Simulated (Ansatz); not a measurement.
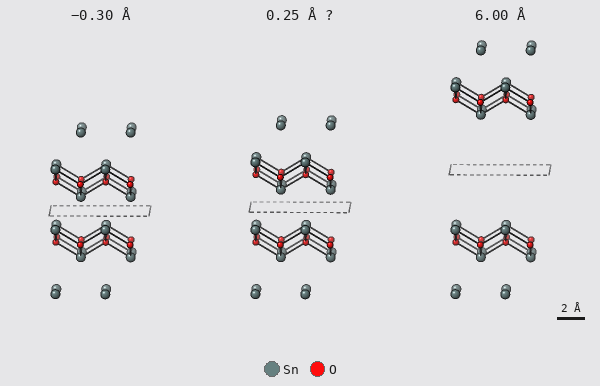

A scan of crystalline SnO (Pmmn): the crystal is pulled apart rigidly along the normal of the (0 0 1) plane of the conventional cell, at a cut between a plane of Sn below and one of Sn above, 2.64 Å apart. One cut stands in each cell, which starts 9.9 Å high; nothing is relaxed, and the dashed outline marks the cut. A ball-and-stick model of the layers on both sides of the cut, seen from the side, nearly along the cut plane.

The calculation used Ansatz, DFT r2SCAN, scalar-relativistic, plane waves, PAW. Set-up: plane-wave cutoff 500 eV; k-point mesh 9 × 9 × 4; occupations gaussian; smearing width 0.03 eV; no spin polarisation. Energies (free energies at the smearing named) are counted from the relaxed crystal.

```tsv
opening (Å)	ΔE per area (J/m²)
−0.30	0.035
−0.15	0.007
0.00	0.000
0.25	?
0.50	0.038
0.75	0.066
1.00	0.094
1.50	0.140
2.00	0.174
3.00	0.209
4.50	0.222
6.00	0.223
```

Question: Fill in the missing row.

Answer: A straight line between the two neighbours gives 0.019 J/m². A cubic through the four nearest rows (−0.15, 0.00, 0.50, 0.75) gives, with Lagrange weights, (−0.3561)(0.007) + (0.8889)(0.000) + (0.6154)(0.038) + (−0.1481)(0.066) = 0.011 J/m². The calculation gives 0.012 J/m², so the cubic is 0.001 J/m² too low and the straight line 0.007 J/m² too high, as the curve bends upwards here.

The whole profile:

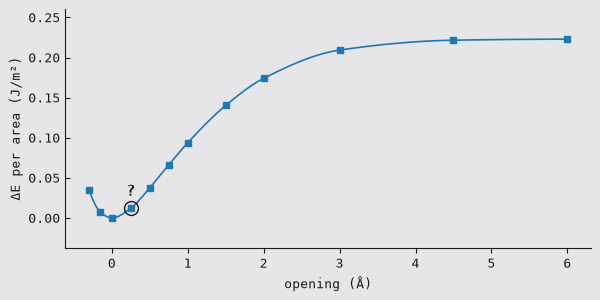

Limits of the set-up: layers or molecules are held without a dispersion correction, so their spacing is unreliable.
